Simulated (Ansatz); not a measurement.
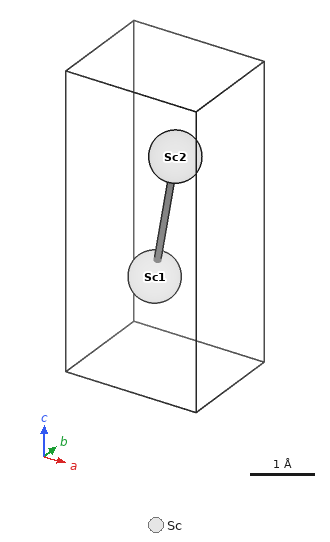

The structure as given in the input (ball-and-stick view of the cell of the calculation, seen slightly off an axis; atoms are numbered from 1 in the order of the input). An atom can appear more than once, as a periodic image.

Geometry relaxation of Sc

Sc (P6₃/mmc, 2 atoms in the cell), computed with DFT PBEsol, scalar-relativistic, plane waves, PAW, no spin polarisation (Ansatz 0.2.0).

The structure derives from an entry of the Crystallography Open Database. It belongs to a series of runs on one base structure; here: volume × 0.91, shape and atoms relaxed. Figures and captions count atoms from 1; the log counts them from 0 in places.

**The input**
```yaml
crystal:
  lattice:
    - [3.1774023353, 0.0, 0.0]
    - [-1.5887011676, 2.7517111404, 0.0]
    - [0.0, 0.0, 4.9200763178]
  atoms:
    - { symbol: Sc, position: [0.3333333333, 0.6666666667, 0.25] }
    - { symbol: Sc, position: [0.6666666667, 0.3333333333, 0.75] }
basis:
  ecutwfc: 420
kpoints:
  mp_grid: { grid: [12, 12, 8] }
hamiltonian:
  xc: pbesol
scf:
  occupations: { method: gaussian, width: 0.1 }
output:
  forces: true
  stress: true
  eigenvalues: true
relax:
  adjacent_minimum: "off"
  f_tol: 0.01
  max_steps: 30
  cell: { stress_tol: 0.1, fix: [volume] }
```

Launch command:
```bash
ansatz run input.yaml --threads 1 --pin off --max-ram 2560MiB --backend cpu --events-out ev --progress --plain --runs-dir out
```

**The program's output**
```
Engine: ansatz 0.2.0, aarch64-unknown-linux-gnu
Pseudopotentials: kind: paw
Pseudopotential: Sc, paw, valence charge 11, recommended cutoff 420 eV (normal), Sc.paw.azcp
Functional definition: PBEsol
  exchange = pbesol_x
  correlation = pbesol_c
Crystal: 2 atoms, lattice volume = 43.018 Å³
Basis set: ecut = 420 eV, 857 PW (Γ), exchange–correlation on 48×48×72 points (8 copies of the dense FFT grid, shifted against one another)
Bands: 15, of which v1, the nominal top of the filled ones, is band 11 counted from 1 (10 counted from 0)
Symmetry: 24 space group operations
Space group: P63/mmc (ITA 194), of the structure as read, at distance tolerance 3.5e-5 Å
k-points: 95 of 1152
Non-local potential: Sc, projectors of the file, l = 0: 3, l = 1: 2, l = 2: 3, l = 3: 1
PAW form: soft (Blöchl's): semilocal exchange-correlation on the pseudo side does not see the compensation charge
PAW frozen core: Sc, regenerated for the run's functional, and the local potential with it (the file was generated under x = pbe(κ = 0.804, μ = 0.2195149727645171), c = pbe(β = 0.06672455060314922))
PAW one-centre angular grid: Sc, 590 points (default); XC on 64 Gauss nodes
Initial density: superposition of atomic densities (neutral atoms: chi_scale 0, normalization atom), corrected by the library's trained network
Initial wavefunctions: pseudopotential atomic-orbital guess
Functional: x = pbesol(κ = 0.804, μ = 0.12345679012345678), c = pbesol(β = 0.046)
SCF iter   1: F=—  HF=-4222.674854 eV  |F-HF|=—  |Δ(HF+E_count)|=         —  Δρ=5.41e-3  dr2=1.22e-2  ethr=1.77e-3  ⟨swp⟩=3.2  Hψ=5875  notcnv=0
preconditioner: auto → none  [metal: Δε(μ)=0.011 eV  Ē_g=2.726 eV  σ=0.100 eV  W_gap=0.06  n_scr=8 (ndim 8)  ℏωp=13.9 eV  f_vac=0.000  D(μ)=3.18/eV (n_scr^D=34)  sad-step TF]
SCF iter   2: F=—  HF=-4222.671448 eV  |F-HF|=—  |Δ(HF+E_count)|=   3.41e-3  Δρ=2.88e-3  dr2=3.96e-3  ethr=5.56e-5  ⟨swp⟩=1.0  Hψ=2185  notcnv=0
SCF iter   3: F=—  HF=-4222.670361 eV  |F-HF|=—  |Δ(HF+E_count)|=   1.09e-3  Δρ=2.46e-4  dr2=2.33e-5  ethr=1.80e-5  ⟨swp⟩=2.0  Hψ=1692  notcnv=0
SCF iter   4: F=—  HF=-4222.670354 eV  |F-HF|=—  |Δ(HF+E_count)|=   7.07e-6  Δρ=3.86e-5  dr2=5.90e-7  ethr=1.06e-7  ⟨swp⟩=2.1  Hψ=2269  notcnv=0
iter 5 did not close the SCF: its close was put off for the readings that it lacked (scf_convergence_deferred on its scf_iter line)
SCF iter   5: F=-4222.670354 eV  HF=-4222.670354 eV  |F-HF|=7.16e-9  |Δ(HF+E_count)|=   9.06e-8  Δρ=6.79e-6  dr2=1.29e-8  ethr=2.68e-9  ⟨swp⟩=2.0  Hψ=2347  notcnv=0
SCF iter   6: F=-4222.670354 eV  HF=-4222.670354 eV  |F-HF|=2.82e-11  |Δ(HF+E_count)|=   1.03e-8  Δρ=1.08e-6  dr2=3.72e-10  ethr=5.86e-11  ⟨swp⟩=1.7  Hψ=4554  notcnv=0
SCF 1 converged in 6 iterations: F = -4222.670354 eV  dr2 = 3.72e-10
  greatest PAW one-centre occupation: 0.998 electrons in one spin orbital (limit 2), on the Sc atom at site 1 (counted from 0), in its partial waves of l = 0
relax step   1: F+E_penalty+E_count = -4222.67035390 eV  Δ(F+E_penalty+E_count) = +0.000e0 eV  max|allowed force component| = 5.551e-17 eV/Å  Δτ_max = 0.0000 Å  P = +6.298 GPa  Ω = 43.018 Å³  fix = [volume]  reactions: volume +6.298 GPa  (6 SCF iters, dr2 threshold 1.00e-7 eV, accepted)
Initial density: handed on by an earlier stage of this run
Initial wavefunctions: those handed on with the density
iter 1 solved again at ethr=5.29e-9 eV; its pass at ethr=3.10e-3 eV (dr2=1.16e-6 eV) is discarded
SCF iter   1: F=—  HF=-4222.670392 eV  |F-HF|=—  |Δ(HF+E_count)|=         —  Δρ=5.89e-5  dr2=1.03e-6  ethr=5.29e-9  ⟨swp⟩=2.3  Hψ=9363  notcnv=0
preconditioner: auto → none  [metal: Δε(μ)=0.005 eV  Ē_g=2.703 eV  σ=0.100 eV  W_gap=0.03  n_scr=8 (ndim 8)  ℏωp=13.9 eV  f_vac=0.000  D(μ)=3.18/eV (n_scr^D=34)]
SCF iter   2: F=—  HF=-4222.670388 eV  |F-HF|=—  |Δ(HF+E_count)|=   4.33e-6  Δρ=2.74e-5  dr2=1.84e-7  ethr=4.67e-9  ⟨swp⟩=1.0  Hψ=1425  notcnv=0
iter 3 did not close the SCF: its close was put off for the readings that it lacked (scf_convergence_deferred on its scf_iter line)
SCF iter   3: F=-4222.670388 eV  HF=-4222.670388 eV  |F-HF|=4.55e-10  |Δ(HF+E_count)|=   3.30e-8  Δρ=3.40e-6  dr2=2.56e-9  ethr=8.38e-10  ⟨swp⟩=1.0  Hψ=1426  notcnv=0
iter 4 did not close the SCF: its close was put off for the readings that it lacked (scf_convergence_deferred on its scf_iter line)
SCF iter   4: F=-4222.670388 eV  HF=-4222.670388 eV  |F-HF|=9.64e-11  |Δ(HF+E_count)|=  4.87e-10  Δρ=5.77e-7  dr2=1.15e-10  ethr=1.16e-11  ⟨swp⟩=3.0  Hψ=2590  notcnv=0
iter 5 did not close the SCF: its close was put off for the readings that it lacked (scf_convergence_deferred on its scf_iter line)
SCF iter   5: F=-4222.670388 eV  HF=-4222.670388 eV  |F-HF|=9.09e-13  |Δ(HF+E_count)|=  4.09e-11  Δρ=5.46e-8  dr2=4.72e-13  ethr=1.00e-12  ⟨swp⟩=2.9  Hψ=2498  notcnv=0
SCF iter   6: F=-4222.670388 eV  HF=-4222.670388 eV  |F-HF|=9.09e-13  |Δ(HF+E_count)|=  9.09e-13  Δρ=1.07e-8  dr2=1.54e-14  ethr=1.00e-12  ⟨swp⟩=1.0  Hψ=3231  notcnv=0
SCF 2 converged in 6 iterations: F = -4222.670388 eV  dr2 = 1.54e-14
relax step   2: F+E_penalty+E_count = -4222.67038785 eV  Δ(F+E_penalty+E_count) = -3.396e-5 eV  max|allowed force component| = 5.551e-17 eV/Å  Δτ_max = 0.0000 Å  P = +6.292 GPa  Ω = 43.018 Å³  energy of the carried Pulay correction = +7.218e-8 eV  fix = [volume]  reactions: volume +6.292 GPa  (6 SCF iters, dr2 threshold 3.70e-8 eV, accepted)
Initial wavefunctions: pseudopotential atomic-orbital guess (no wavefunctions were taken with the density)
iter 1 solved again at ethr=1.84e-9 eV; its pass at ethr=3.10e-3 eV (dr2=4.05e-7 eV) is discarded
SCF iter   1: F=—  HF=-4222.670392 eV  |F-HF|=—  |Δ(HF+E_count)|=         —  Δρ=1.18e-6  dr2=8.45e-11  ethr=1.84e-9  ⟨swp⟩=3.0  Hψ=9838  notcnv=0
iter 2 did not close the SCF: its close was put off for the readings that it lacked (scf_convergence_deferred on its scf_iter line)
SCF iter   2: F=-4222.670388 eV  HF=-4222.670388 eV  |F-HF|=3.55e-11  |Δ(HF+E_count)|=   4.31e-6  Δρ=6.10e-7  dr2=1.90e-11  ethr=1.00e-12  ⟨swp⟩=2.0  Hψ=2506  notcnv=0
iter 3 did not close the SCF: its close was put off for the readings that it lacked (scf_convergence_deferred on its scf_iter line)
SCF iter   3: F=-4222.670388 eV  HF=-4222.670388 eV  |F-HF|=1.82e-12  |Δ(HF+E_count)|=  3.55e-11  Δρ=1.26e-7  dr2=9.45e-13  ethr=1.00e-12  ⟨swp⟩=1.0  Hψ=1425  notcnv=0
iter 4 did not close the SCF: its close was put off for the readings that it lacked (scf_convergence_deferred on its scf_iter line)
SCF iter   4: F=-4222.670388 eV  HF=-4222.670388 eV  |F-HF|=9.09e-13  |Δ(HF+E_count)|=  2.73e-12  Δρ=1.62e-8  dr2=3.39e-14  ethr=1.00e-12  ⟨swp⟩=1.0  Hψ=1425  notcnv=0
iter 5 did not close the SCF: its close was put off for the readings that it lacked (scf_convergence_deferred on its scf_iter line)
SCF iter   5: F=-4222.670388 eV  HF=-4222.670388 eV  |F-HF|=9.09e-13  |Δ(HF+E_count)|=    0.00e0  Δρ=4.14e-9  dr2=1.46e-15  ethr=1.00e-12  ⟨swp⟩=1.0  Hψ=1425  notcnv=0
SCF iter   6: F=-4222.670388 eV  HF=-4222.670388 eV  |F-HF|=1.82e-12  |Δ(HF+E_count)|=  9.09e-13  Δρ=5.34e-10  dr2=4.42e-17  ethr=1.00e-12  ⟨swp⟩=1.0  Hψ=3230  notcnv=0
SCF 3 converged in 6 iterations: F = -4222.670388 eV  dr2 = 4.42e-17
relax step   3: F+E_penalty+E_count = -4222.67038771 eV  Δ(F+E_penalty+E_count) = +1.364e-7 eV  max|allowed force component| = 8.327e-17 eV/Å  Δτ_max = 0.0000 Å  P = +6.292 GPa  Ω = 43.018 Å³  fix = [volume]  reactions: volume +6.292 GPa  stress off target by 5.80e-3 GPa on what of the cell is left free  SCF on the basis re-selected at this cell (its energy is not comparable with the rows above)  (6 SCF iters)
```

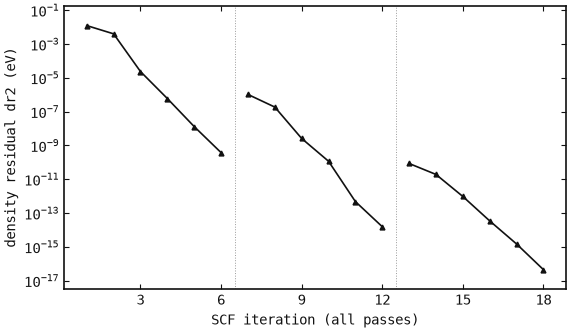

Convergence of the self-consistent field: density residual dr2 against the SCF iteration. The dotted lines part the SCF passes of the relaxation: geometry steps, rejected trials and re-solves on a re-selected basis. The passes take 6, 6 and 6 iterations.

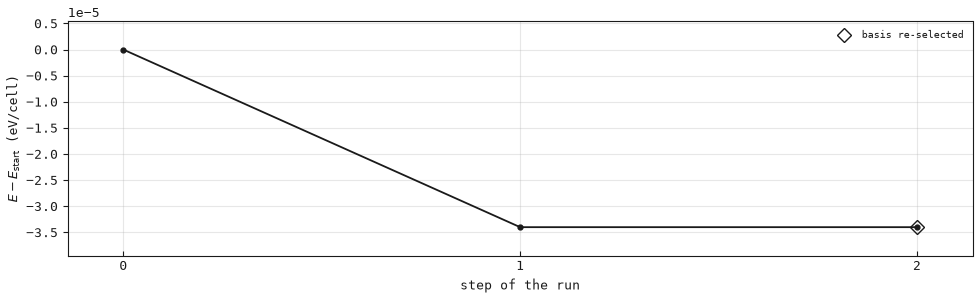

Progress of the relaxation, step by step (the first geometry is step 0 here and step 1 in the log). The atoms keep their places relative to the cell (all moves are under 0.005 Å). The space group stays P6_3/mmc (No. 194). The energy falls by next to nothing (0.0 meV per cell of the calculation) in 1 geometry step. All forces vanish by symmetry, so only the cell relaxes. The pressure goes from 6.30 to 6.29 GPa. A last SCF at the same geometry on a re-selected plane-wave basis shifts the energy by next to nothing (0.0 meV per cell of the calculation). (Atoms are counted from 1 in the order of the input.)

```
basis re-selected at this cell: Δ(F+E_penalty+E_count) = +1.364e-7 eV, ΔP = +0.000 GPa vs the last step (what re-selecting the basis moved, of the pressure what is left beyond the Pulay correction that the steps carried, after the strain that the cell walked since its last selection, with what the two solves' SCF thresholds leave and, on support functions, any second-order correction that the steps lacked; it is no measure of the basis error at this ecutwfc). This SCF's stress stands 5.80e-3 GPa from its target on what of the cell is left free (relax.cell.stress_tol is 1.00e-1 GPa) and its largest allowed force component is 8.33e-17 eV/Å (relax.f_tol is 1.00e-2 eV/Å): within both
SCF converged after 6 iterations
Free energy (F): -4222.670388 eV
Harris-Foulkes:  -4222.670388 eV  (|F-HF|=1.82e-12)
Internal energy: -4222.654507 eV  (E = F + TS)
E sigma→0 (E₀):  -4222.662447 eV
Entropy (-TS):   -0.015881 eV (-7.941 meV/atom)
Fermi energy:    10.784380 eV
--- Per-component energies (eV) ---
  E_band       = -296.168547
  E_kinetic    = 524.906651
  E_local      = -1573.789237  (includes V_loc(G=0)·N_el)
  E_nonlocal   = 170.139204
  E_hartree    = 536.917654
  E_xc         = -207.596203
  E_vxc        = -258.342880  (∫ρ·V_xc dr)
  E_paw        = -1864.777029  (= ΣΔE_a)
  E_vpaw       = -232.917612  (= ΣTr[D̂ρ^β])
  E_aug_tail   = 0.000018  (compensation charges beyond the density's cutoff)
  E_ewald      = -1808.713614
  E_core_change = 0.258050  (= ΣΔE_core)
  E_smearing   = -0.015881  (= −TS)
  E_closure    = 0.000000  (closes the sum)
  Σ components = -4222.670388   (vs F -4222.670388, Δ=0.00e0)
--- Forces (eV/Å), atoms counted from 1 ---
  atom   1  Sc    -0.00000000     0.00000000     0.00000000
  atom   2  Sc     0.00000000    -0.00000000    -0.00000000
  max |Σ_I F_I| component: 5.55e-17 eV/Å
--- Stress (GPa, compression-positive) ---
        6.294795      -0.000000       0.000000
       -0.000000       6.294795      -0.000000
        0.000000      -0.000000       6.286092
  P = ⅓ Tr σ = 6.2919 GPa (62.919 kbar)
--- Band table (eV; the first three rows and the last of 95) ---
  k-point 0: bands = ["-38.0727", "-37.9408", "-17.1411", "-16.5895", "-16.5895", "-16.4825", "-16.4825", "-16.4367", "5.4347", "8.9588", "11.8368", "12.5286", "12.5286", "12.9048", "13.0898"]
  k-point 1: bands = ["-38.0677", "-37.9459", "-17.1156", "-16.5854", "-16.5854", "-16.4866", "-16.4866", "-16.4649", "5.5563", "8.8561", "11.7243", "12.4576", "12.4576", "12.8184", "13.0052"]
  k-point 2: bands = ["-38.0536", "-37.9604", "-17.0423", "-16.5739", "-16.5739", "-16.5445", "-16.4982", "-16.4982", "5.9107", "8.5018", "11.5745", "12.3599", "12.3599", "12.5775", "12.8054"]
  k-point 94: bands = ["-37.9422", "-37.9422", "-16.9935", "-16.9935", "-16.8181", "-16.8181", "-16.5486", "-16.5486", "10.3005", "10.3005", "10.6037", "10.6037", "11.1899", "11.1899", "13.5032"]
--- Relaxed structure (2 steps of the walk, 2 accepted, 1 SCFs on fresh bases) ---
  F+E_penalty+E_count = -4222.67038771 eV   max|allowed force component| = 8.327e-17 eV/Å   (the final SCF, on the basis selected at the relaxed cell)
  cell:  # Å, volume = 43.0177 Å³
    - [3.179499196751382, -2.888658832600107e-11, 0.0]
    - [-1.5897495983506744, 2.753527075713357, 0.0]
    - [0.0, 0.0, 4.913588933554003]
  atoms:
    - { symbol: Sc, position: [0.3333333333333333, 0.6666666666666666, 0.25000000000000006] }
    - { symbol: Sc, position: [0.6666666666666666, 0.3333333333333333, 0.7500000000000002] }
```

**Trajectory as extended XYZ (Å, eV, eV/Å), 3 frames, from step=1 to step=3**
```
2
Lattice="3.1774 0.0000 0.0000 -1.5887 2.7517 0.0000 0.0000 0.0000 4.9201" Properties=species:S:1:pos:R:3:forces:R:3 step=1 energy=-4222.67035 pressure_GPa=6.30
Sc    0.0000    1.8345    1.2300    0.0000   0.0000   0.0000
Sc    1.5887    0.9172    3.6901    0.0000   0.0000   0.0000
2
Lattice="3.1795 0.0000 0.0000 -1.5897 2.7535 0.0000 0.0000 0.0000 4.9136" Properties=species:S:1:pos:R:3:forces:R:3 step=2 energy=-4222.67039 pressure_GPa=6.29
Sc    0.0000    1.8357    1.2284    0.0000   0.0000   0.0000
Sc    1.5897    0.9178    3.6852    0.0000   0.0000   0.0000
2
Lattice="3.1795 0.0000 0.0000 -1.5897 2.7535 0.0000 0.0000 0.0000 4.9136" Properties=species:S:1:pos:R:3:forces:R:3 step=3 energy=-4222.67039 pressure_GPa=6.29
Sc    0.0000    1.8357    1.2284    0.0000   0.0000   0.0000
Sc    1.5897    0.9178    3.6852    0.0000   0.0000   0.0000
```

**Key numbers**

```csv
quantity,value
outcome,converged
space group (tolerance 0.01 Å),P6₃/mmc (194)
electrons treated,22
free energy,−4222.6704 eV
Fermi energy,10.784 eV
gap on the k-point mesh,none (metallic)
pressure,6.29 GPa
final volume,43.02 Å³
largest force (length of the vector) at the end,under 0.001 eV/Å
final cell,"a = 3.179 Å, b = 3.179 Å, c = 4.914 Å, α = 90.00°, β = 90.00°, γ = 120.00°"
hardware,"1 thread of Arm Neoverse V2, 24 GiB of memory available, shared host"
wall time,8.6 s
peak memory,0.35 GiB
```

**Notes**

The cell is under a pressure of 6.3 GPa at this level, so it is not at its equilibrium volume.
